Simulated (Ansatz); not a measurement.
Cell and atoms:

```
CELL_PARAMETERS angstrom
5.00743 0.00000 0.00000
0.00000 5.25061 0.00000
0.00000 0.00000 4.95874
ATOMIC_POSITIONS crystal
Hf 0.26568 0.28186 0.72815
Hf 0.76568 0.21814 0.27185
Hf 0.73432 0.71814 0.72815
Hf 0.23432 0.78186 0.27185
O 0.50000 0.50000 0.43403
O 0.00000 0.00000 0.56597
O 0.50000 0.00000 0.53255
O 0.00000 0.50000 0.46745
O 0.28256 0.64469 0.89869
O 0.78256 0.85531 0.10131
O 0.71744 0.35531 0.89869
O 0.21744 0.14469 0.10131
```

> Work out the structure from the coordinates.

The stoichiometry is HfO2. Space group: P2_12_12 (No. 18). Lattice: primitive orthorhombic. The cell holds 12 atoms (4 Hf, 8 O), Z = 4. Counting atoms within bonding range gives coordination numbers of Hf 7 and O 3 to 4 (mean 3.5). Not all metal-metal contacts are counted.

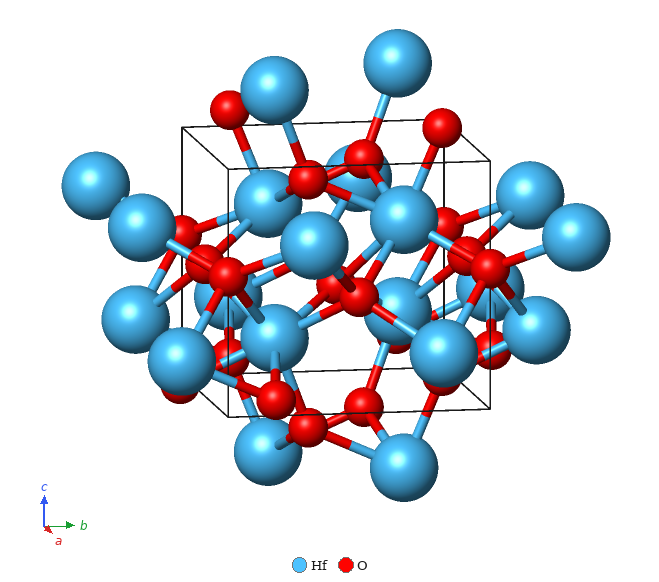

Ball-and-stick drawing of the structure, looking slightly off an axis. The parallelepiped is the conventional unit cell. The first bonded neighbours in the surrounding cells are also shown.

Starting structure: a structure listed in the Materials Project. Earlier steps of the study, as a rule a relaxation of our own, may have changed the cell and positions, so they can lie some per cent off the listed ones. It was the input of a calculation with Ansatz.
